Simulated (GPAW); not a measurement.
ZnS (P6_3mc): how ε∞ follows the gap

The empty bands of ZnS (P6_3mc) are shifted up rigidly by Δ, and ε∞ along x is computed for each shift. x, y and z are the Cartesian axes of the input cell.

Cell: a, b, c = 3.811, 3.811, 6.234 Å (primitive vectors), 4 atoms.

Method: GPAW 26.7.0, PBE, RPA, k-mesh 12×12×6, local fields up to 70 eV, Lorentzian half width 0.12 eV.

Launch of the response step: `OMP_NUM_THREADS=1 python df.py`. The series took 17.6 min in all, its band step included, on 1 thread of Arm Neoverse V1, on a shared host.

| Δ (eV) | ε∞ along x |
| --- | --- |
| 0.00 | 5.491 |
| 0.25 | ? |
| 0.50 | 5.161 |
| 0.75 | 5.015 |
| 1.00 | 4.881 |
| 1.50 | 4.641 |
| 2.00 | 4.432 |
| 3.00 | 4.084 |

With one effective transition at E₀ and fixed dipole strength, ε∞ − 1 = A/(E₀ + Δ), so 1/(ε∞ − 1) is linear in Δ.

Working, on the rows shown:

| x = Δ (eV) | y = 1/(ε∞ − 1) |
| --- | --- |
| 0 | 0.222668 |
| 0.5 | 0.240327 |
| 0.75 | 0.249066 |
| 1 | 0.257666 |
| 1.5 | 0.27465 |
| 2 | 0.291375 |
| 3 | 0.324254 |

Means: x̄ = 1.25, ȳ = 0.26572. Σ(x − x̄)(y − ȳ) = 0.2071, Σ(x − x̄)² = 6.125. Slope = 0.2071 / 6.125 = 0.03381; intercept = ȳ − slope · x̄ = 0.22345. Turned back into ε∞ along x, the line misses the rows shown by at most 0.016.

Q: Fill in the last column of the withheld row.

A: At x = 0.25 the line gives y = 0.2319, that is 5.312. The run gave 5.319, so the interpolation is off by 0.0068, 0.5 % of the range in the table.

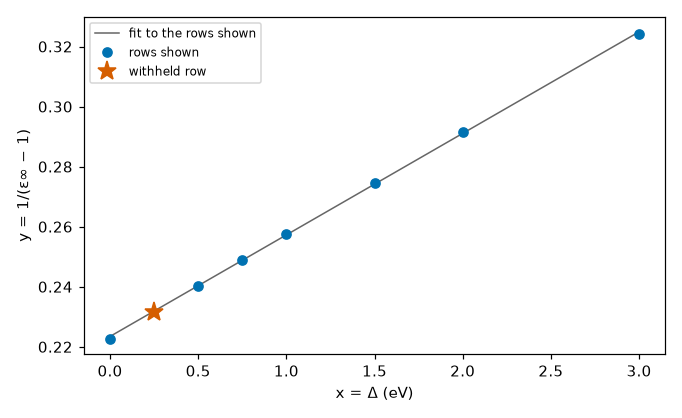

Refitted with all rows, the slope is 0.03386 and the intercept 0.22335. These give E₀ = intercept/slope = 6.6 eV, far above the least direct gap of 2.24 eV: most of the screening comes from transitions well over the edge. Over the first step ε∞ falls by 13 % per eV. The cell comes from an older database entry, whose edges can be off by a per cent or so. Excitons are left out; PBE gaps are as a rule too small. The values come from a sum over the points of one k-mesh and carry its error, which grows as the direct gap shrinks.
